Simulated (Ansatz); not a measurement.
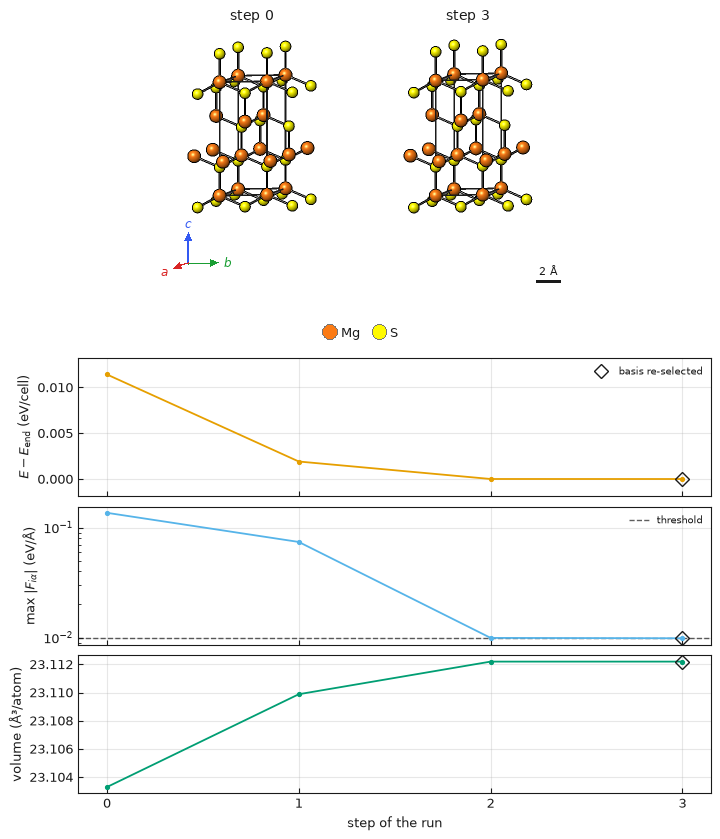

First and last geometry of a relaxation of crystalline MgS (a generated structure, set up in R3m), with the history of the run. Style: ball-and-stick. Shown: the cell of the calculation, reduced to other axes, slightly off an axis. Lengths and directions refer to the drawn axes.

Case: stacking ABC.

Method: DFT PBE, scalar-relativistic, plane waves, PAW (Ansatz 0.2.0).

The input:
```yaml
crystal:
  lattice:
    - [4.0544445452, 0.0, 0.0]
    - [-2.0272222726, 3.5112519744, 0.0]
    - [0.0, 0.0, 9.7371454216]
  atoms:
    - { symbol: Mg, position: [0.0, 0.0, 0.0] }
    - { symbol: S, position: [0.0, 0.0, 0.25] }
    - { symbol: Mg, position: [0.3333333333, 0.6666666667, 0.3333333333] }
    - { symbol: S, position: [0.3333333333, 0.6666666667, 0.5833333333] }
    - { symbol: Mg, position: [0.6666666667, 0.3333333333, 0.6666666667] }
    - { symbol: S, position: [0.6666666667, 0.3333333333, 0.9166666667] }
basis:
  ecutwfc: 420
kpoints:
  mp_grid: { grid: [9, 9, 3] }
hamiltonian:
  xc: pbe
scf:
  occupations: { method: gaussian, width: 0.02 }
output:
  forces: true
  stress: true
  eigenvalues: true
  populations: true
relax:
  adjacent_minimum: "off"
  f_tol: 0.01
  max_steps: 45
  cell: { stress_tol: 0.05 }
```

Run as
```bash
ansatz run input.yaml --threads 1 --pin off --max-ram 2560MiB --backend cpu --events-out ev --progress --plain --runs-dir out
```

What do the curves and the structures tell?

Answer. It converged. The energy falls by 11.4 meV per cell of the calculation in 2 accepted moves (3 points after the start). The largest force component goes from 0.14 to 0.0098 eV/Å. The pressure goes from 0.07 to 0.01 GPa. At 1 point the geometry stayed and the basis and grid were re-selected for the new cell (energy shift of less than 0.05 meV per cell of the calculation at most each time). No atom moves by more than 0.005 Å relative to the cell. The drawn cell changes at constant volume: a = b 4.054 → 4.028 Å (−0.6 %), c 9.737 → 9.869 Å (+1.4 %). Near-neighbour distances that change, for instance: Mg1–S2 2.434 → 2.465 Å, Mg1–S6 2.477 → 2.467 Å. The space group (tolerance 0.01 Å) goes from R3m (No. 160) to F-43m (No. 216). The run took 82 s on 1 thread of Arm Neoverse N1 (shared host), peak memory 0.46 GiB.
